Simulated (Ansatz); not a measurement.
Zr11S25: geometry relaxation (part 3 of 3)

Continued. System: Zr11S25 (defect cell, 36 atoms in the cell). Method: DFT PBE, scalar-relativistic, plane waves, PAW, no spin polarisation (Ansatz 0.2.0); cutoff 420 eV, 2×2×2 k-mesh, Gaussian smearing of 0.01 eV. The structure derives from a Materials Project entry. It belongs to a series of runs on one base structure; here: S on a Zr site (a), charge +0, atoms relaxed at the host's cell.

Output, continued
```
--- Relaxed structure (12 steps of the walk, 11 accepted, 0 SCFs on fresh bases) ---
  F+E_penalty+E_count = -68623.73783794 eV   max|allowed force component| = 1.199e-2 eV/Å
  atoms:
    - { symbol: S, position: [0.8565877244994802, 0.35701051980572096, 0.8567318318255741] }
    - { symbol: Zr, position: [0.5090051460996718, 1.0094253451193878, 0.5092309848913145] }
    - { symbol: Zr, position: [0.6498321199737405, 0.1655799111248221, 0.15887017363640032] }
    - { symbol: Zr, position: [0.15859156001084926, 0.1502662084728354, 0.6653253048705086] }
    - { symbol: Zr, position: [0.6651508615173343, 0.6590554926395629, 0.6501062581273278] }
    - { symbol: Zr, position: [0.33247090796219597, 0.33830327164396656, 0.3435439640632749] }
    - { symbol: Zr, position: [-0.0006210406732306932, -0.008881205721077262, -0.015886513707241534] }
    - { symbol: Zr, position: [0.8378776809725268, 0.8437484761588079, 0.33263987198667716] }
    - { symbol: Zr, position: [0.490642219756134, 0.48434694179021814, -0.0004014382098653235] }
    - { symbol: Zr, position: [0.3432696323956496, 0.8328936558678893, 0.8380735952344147] }
    - { symbol: Zr, position: [0.9840170426695048, 0.49992425221020775, 0.4909270838206935] }
    - { symbol: Zr, position: [0.17585710904098217, 0.6763019927029073, 0.1760540309496852] }
    - { symbol: S, position: [0.397543281946282, 0.24136950872106816, 0.581965684412221] }
    - { symbol: S, position: [0.07263322750784845, 0.9165956940564333, 0.23211273374401195] }
    - { symbol: S, position: [0.23495495726434876, 0.07145211134677038, 0.902974235428626] }
    - { symbol: S, position: [0.7409400486977766, 0.08218124829637974, 0.39778830828746636] }
    - { symbol: S, position: [0.23197392896793587, 0.5731443817664417, 0.41628065633043515] }
    - { symbol: S, position: [0.902537461789555, 0.25215655030458406, 0.05352621327091506] }
    - { symbol: S, position: [0.5817240021166824, 0.8979894338310297, 0.7411928805267888] }
    - { symbol: S, position: [0.41611862926122306, 0.7323449673772995, 0.07284491270235127] }
    - { symbol: S, position: [0.05342164594284249, 0.40295687767141813, 0.7520012438185876] }
    - { symbol: S, position: [0.9027958141119088, 0.7354558092047145, 0.5712352367859317] }
    - { symbol: S, position: [0.5710558365123977, 0.4032118490680248, 0.23514062208409822] }
    - { symbol: S, position: [0.7517624011477355, 0.5537998301832464, 0.9027379259550816] }
    - { symbol: S, position: [0.757251633921501, 0.4328468954493805, 0.5821850338296745] }
    - { symbol: S, position: [0.4224671392713853, 0.09651688270767092, 0.2735799160774268] }
    - { symbol: S, position: [0.5818701682618196, 0.25754706480895534, 0.9326469674682936] }
    - { symbol: S, position: [0.09514233269960423, 0.262241950305089, 0.42820168650510604] }
    - { symbol: S, position: [0.5960927408288224, 0.7737921343079842, 0.4227509038343904] }
    - { symbol: S, position: [0.25468100267818766, 0.43259531999643364, 0.10573736528987443] }
    - { symbol: S, position: [0.9322930296294418, 0.0824463044269661, 0.7573785931352484] }
    - { symbol: S, position: [0.7617423794147373, 0.9283829446435768, 0.09535604275117876] }
    - { symbol: S, position: [0.42796617459551434, 0.5955729740710909, 0.7619359161952972] }
    - { symbol: S, position: [0.2733373384611408, 0.9229375795478905, 0.5962531077607247] }
    - { symbol: S, position: [0.9321398329931185, 0.6059561065198718, 0.25496244536620316] }
    - { symbol: S, position: [0.1055168351533482, 0.7551660272724274, 0.9323261769513054] }
```

Trajectory as extended XYZ (Å, eV, eV/Å), 3 of the 12 frames kept, from step=1 to step=12
```
36
Lattice="-7.3704 0.0000 -6.7579 3.6852 6.3830 -6.7579 3.6852 -6.3830 -6.7579" Properties=species:S:1:pos:R:3:forces:R:3 step=1 energy=-68622.94571
S    -1.8425   -3.1796  -13.5788    0.0876   0.1303  -0.1757
Zr    1.8426    3.1915  -13.5158    0.0245   0.0509  -0.0255
Zr   -3.6852    0.0000   -6.7579    0.1031   0.1806   0.0462
Zr    1.8426   -3.1915   -6.7579   -0.3590   0.0785  -0.1741
Zr    0.0000    0.0000  -13.5158   -0.1628  -0.2362   0.0553
Zr    0.0000    0.0000   -6.7579   -0.0128   0.0211   0.0072
Zr    0.0000    0.0000    0.0000   -0.0939  -0.1046  -0.0939
Zr   -1.8426    3.1915  -13.5158   -0.0644  -0.0158   0.0145
Zr   -1.8426    3.1915   -6.7579    0.0303  -0.0964  -0.0298
Zr    3.6852    0.0000  -13.5158    0.0308  -0.0455  -0.0488
Zr   -3.6852    0.0000  -13.5158    0.0889   0.1985   0.3594
Zr    1.8426    3.1915   -6.7579   -0.0640  -0.0282   0.0230
S     0.0000   -2.1277   -8.2062   -0.0228   0.0246  -0.0757
S     3.6852    4.2553   -8.2062    0.0478   0.0272  -0.0550
S     1.8426   -5.3191   -8.2062   -0.0853  -0.0268  -0.0725
S    -3.6852   -2.1277   -8.2062   -0.0119   0.0319  -0.0211
S     1.8426    1.0638   -8.2062    0.0077  -0.0301  -0.0438
S    -5.5378    1.1173   -8.2104    0.0608   0.4516   0.4475
S     1.8426    1.0638  -14.9641   -0.0632  -0.0405   0.0093
S     0.0000    4.2553   -8.2062    0.0903   0.0716  -0.0496
S     3.7398   -2.0964   -8.1761    0.5003  -0.6763   0.1002
S    -1.8426    1.0638  -14.9641    0.0837  -0.0128   0.0263
S    -1.8426    1.0638   -8.2062    0.0338  -0.1033  -0.0281
S     0.0448   -2.1805  -15.0537   -0.7450   0.1126   0.8256
S    -1.8747   -1.0998  -12.0224    0.2539  -0.2561  -0.8436
S    -1.8426   -1.0638   -5.3096   -0.0188  -0.0135   0.0037
S     0.0591   -4.2398  -12.0676   -0.7147   0.0405  -0.3419
S     1.8426   -1.0638   -5.3096   -0.0635   0.0309  -0.0105
S     0.0000    2.1277  -12.0675    0.0050  -0.0996  -0.0296
S     0.0000    2.1277   -5.3096    0.0875  -0.0306  -0.0002
S    -3.7144   -4.2256  -12.1589    0.9101   0.1419   0.1957
S    -1.8426    5.3191  -12.0675   -0.0041   0.0202  -0.0156
S     1.8426   -1.0638  -12.0675   -0.0552   0.0800  -0.0427
S     3.6852    2.1277  -12.0675    0.0371   0.0189   0.0243
S    -3.6852    2.1277  -12.0675    0.0406   0.0634   0.0178
S     5.5278   -1.0638  -12.0675    0.0167   0.0409   0.0214
36
Lattice="-7.3704 0.0000 -6.7579 3.6852 6.3830 -6.7579 3.6852 -6.3830 -6.7579" Properties=species:S:1:pos:R:3:forces:R:3 step=7 energy=-68623.51170
S    -1.8566   -3.1935  -13.6965    0.0542   0.0061  -0.1837
Zr    1.8404    3.1932  -13.5941    0.0220   0.0048  -0.0189
Zr   -3.6461    0.0187   -6.6837    0.0548   0.1700   0.0811
Zr    1.8320   -3.2273   -6.7041    0.1157  -0.0994   0.1064
Zr   -0.0299    0.0222  -13.4497   -0.1513  -0.0968   0.0915
Zr    0.0286   -0.0122   -6.7874   -0.0078   0.0073  -0.0236
Zr   -0.0335    0.0153    0.0496   -0.0517   0.1290   0.0907
Zr   -1.8372    3.2217  -13.5518   -0.0140   0.0119  -0.0141
Zr   -1.8331    3.1518   -6.6885   -0.1550  -0.1018   0.0659
Zr    3.6619   -0.0126  -13.5488    0.0171  -0.0001  -0.0338
Zr   -3.6477    0.0308  -13.4445    0.1169  -0.0766   0.0921
Zr    1.8435    3.1920   -6.8379   -0.0011   0.0038  -0.0131
S     0.0499   -2.1403   -8.2335   -0.0253  -0.0002  -0.0040
S     3.6966    4.3034   -8.2373   -0.0009  -0.0114   0.0002
S     1.8356   -5.3194   -8.2039   -0.0197  -0.0198  -0.0140
S    -3.6886   -2.0747   -8.2310   -0.0017   0.0039   0.0040
S     1.8837    1.0317   -8.2307    0.0084   0.0079   0.0044
S    -5.5228    1.2645   -8.1099   -0.0037  -0.0104  -0.0946
S     1.8066    1.0344  -14.9889   -0.0278  -0.0078   0.0193
S    -0.0465    4.2371   -8.2314    0.0177   0.0054   0.0014
S     3.8603   -2.2251   -8.1054    0.0068   0.0098  -0.1302
S    -1.8431    1.0750  -14.9549    0.0357  -0.0312   0.0046
S    -1.8325    1.0630   -8.1946   -0.0044  -0.0261   0.0118
S    -0.1658   -2.2332  -14.8617    0.0069   0.0879  -0.0693
S    -1.8487   -1.1244  -12.1219    0.0664   0.1802  -0.0119
S    -1.8061   -1.0871   -5.3213   -0.0119  -0.0261  -0.0239
S    -0.0439   -4.2253  -12.1286    0.1042  -0.0906   0.0685
S     1.8406   -1.0610   -5.3067   -0.0153  -0.0015  -0.0164
S     0.0089    2.1735  -12.0810    0.0116  -0.0343  -0.0324
S     0.0423    2.1145   -5.3214    0.0350   0.0079  -0.0171
S    -3.6262   -4.2211  -12.1549   -0.1275  -0.0746   0.1249
S    -1.8459    5.3126  -12.0676    0.0008   0.0015  -0.0091
S     1.8566   -1.0590  -12.0614   -0.0320   0.0292  -0.0189
S     3.6536    2.1152  -12.0849   -0.0173   0.0101  -0.0126
S    -3.6868    2.1674  -12.0830   -0.0174   0.0432  -0.0095
S     5.5020   -1.0855  -12.0890    0.0114  -0.0113  -0.0131
36
Lattice="-7.3704 0.0000 -6.7579 3.6852 6.3830 -6.7579 3.6852 -6.3830 -6.7579" Properties=species:S:1:pos:R:3:forces:R:3 step=12 energy=-68623.73784
S    -1.8405   -3.1897  -13.9911    0.0006  -0.0008   0.0018
Zr    1.8450    3.1927  -13.7027   -0.0011  -0.0003  -0.0004
Zr   -3.5939    0.0428   -6.5841   -0.0050  -0.0120  -0.0076
Zr    1.8367   -3.2876   -6.5834   -0.0078   0.0083  -0.0100
Zr   -0.0779    0.0571  -13.3422    0.0115   0.0044  -0.0100
Zr    0.0623   -0.0335   -6.8547    0.0009  -0.0036   0.0022
Zr   -0.0867    0.0447    0.1716    0.0060  -0.0092  -0.0069
Zr   -1.8403    3.2624  -13.6122    0.0038   0.0029   0.0006
Zr   -1.8328    3.0941   -6.5862    0.0042   0.0085  -0.0064
Zr    3.6278   -0.0331  -13.6120   -0.0057   0.0010   0.0010
Zr   -3.6011    0.0574  -13.3460   -0.0071   0.0003  -0.0048
Zr    1.8450    3.1931   -6.9486    0.0006   0.0016   0.0035
S     0.1041   -2.1740   -8.2506   -0.0003   0.0044  -0.0001
S     3.6979    4.3690   -8.2537    0.0026  -0.0029   0.0025
S     1.8592   -5.3076   -8.1729   -0.0012  -0.0025   0.0012
S    -3.6922   -2.0145   -8.2508   -0.0027  -0.0027   0.0011
S     1.9365    1.0013   -8.2541   -0.0047  -0.0038   0.0002
S    -5.5256    1.2679   -8.1650    0.0015   0.0057  -0.0009
S     1.7532    1.0008  -15.0087    0.0042   0.0000   0.0010
S    -0.0997    4.2096   -8.2535    0.0005   0.0049   0.0018
S     3.8625   -2.2279   -8.1661    0.0063  -0.0032   0.0019
S    -1.8386    1.0482  -14.9315   -0.0015   0.0024  -0.0003
S    -1.8565    1.0728   -8.1731    0.0057   0.0000   0.0000
S    -0.1732   -2.2273  -14.9235   -0.0048  -0.0037   0.0007
S    -1.8407   -0.9532  -11.9769   -0.0045  -0.0019   0.0117
S    -1.7499   -1.1302   -5.3561    0.0019  -0.0001  -0.0033
S     0.0975   -4.3091  -11.9754   -0.0003   0.0060   0.0102
S     1.8432   -1.0593   -5.3089   -0.0031   0.0023   0.0024
S     0.0161    2.2407  -12.1145   -0.0008   0.0027  -0.0005
S     0.1068    2.0863   -5.3591    0.0019  -0.0035  -0.0011
S    -3.7765   -4.3081  -11.9758    0.0003  -0.0021   0.0093
S    -1.8417    5.3172  -12.0661    0.0007  -0.0019   0.0009
S     1.8484   -1.0619  -12.0661    0.0021   0.0008   0.0009
S     3.5839    2.0852  -12.1137   -0.0011  -0.0031  -0.0024
S    -3.6976    2.2404  -12.1173   -0.0003   0.0034  -0.0011
S     5.4411   -1.1308  -12.1170   -0.0030  -0.0024   0.0007
```

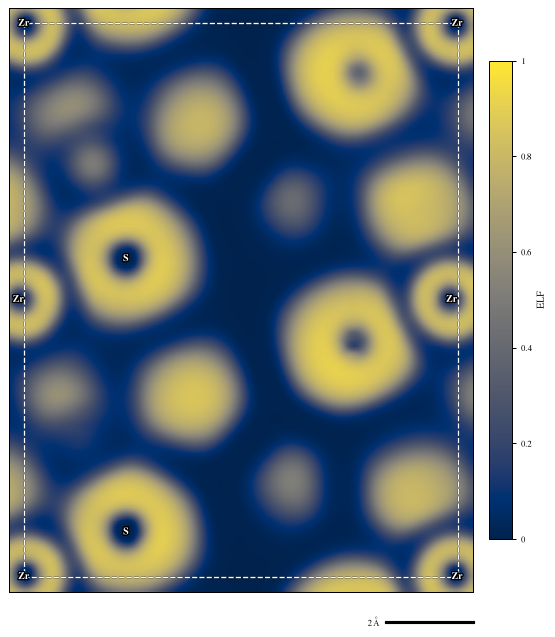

*ELF on the (110) plane of the calculation cell.*

Zr–S (2.57 Å): the ELF is about 0.40 at the midpoint. Zr–S (2.65 Å): the ELF is about 0.35 at the midpoint. The strong features right at Zr lie inside the PAW spheres (semicore, d or f shells) and say nothing about bonding. The fields are those of the smooth PAW valence density.

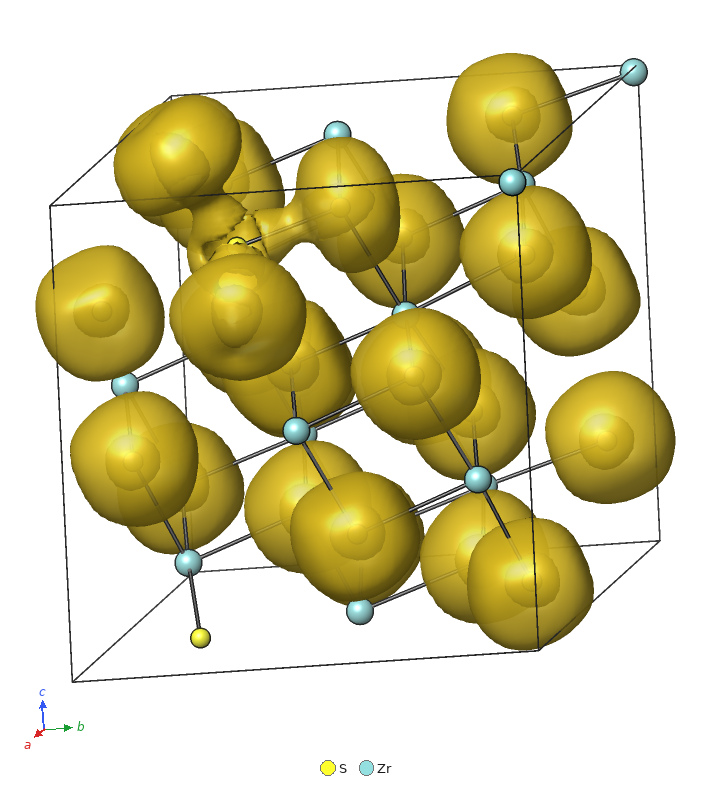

*Isosurface of the ELF at 0.7 (yellow), seen slightly off an axis. Only the valence region is drawn (cores and ρ < 0.01 e/Å³ removed). Sticks mark near contacts. The outline is the calculation cell.*

Values along the shortest contacts: Zr–S (2.45 Å): the ELF is about 0.40 at the midpoint.

Summary

| quantity | value |
| --- | --- |
| outcome | converged |
| electrons treated | 282 |
| free energy | −68623.7378 eV |
| Fermi energy | 5.424 eV |
| gap on the k-point mesh | 1.39 eV |
| final volume | 953.78 Å³ |
| largest force (length of the vector) at the end | 0.016 eV/Å |
| wall time | 11 min (CPU time 41 min) |
| peak memory | 3.1 GiB |
